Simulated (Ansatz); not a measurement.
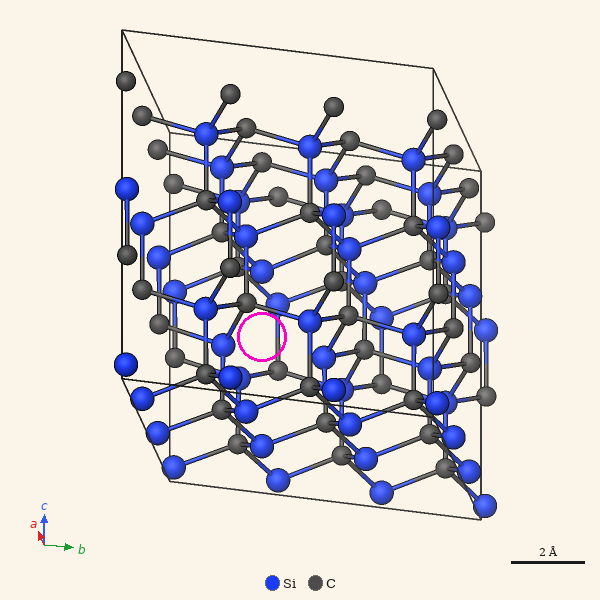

Ball-and-stick representation of a periodic structure, projected from a general direction. Atoms at the boundary of the supercell (the box) are drawn once for each face, edge or corner they touch. The host is SiC, in a cell of 72 sites, and the cell is neutral. A ring marks the defect's site.

Which defect is modelled here, and what are its neighbours?

Answer. A carbon vacancy. Around the empty site lie four Si at about 1.9 Å.

The atoms were relaxed in the host's cell with Ansatz, DFT PBE, scalar-relativistic, plane waves, PAW.
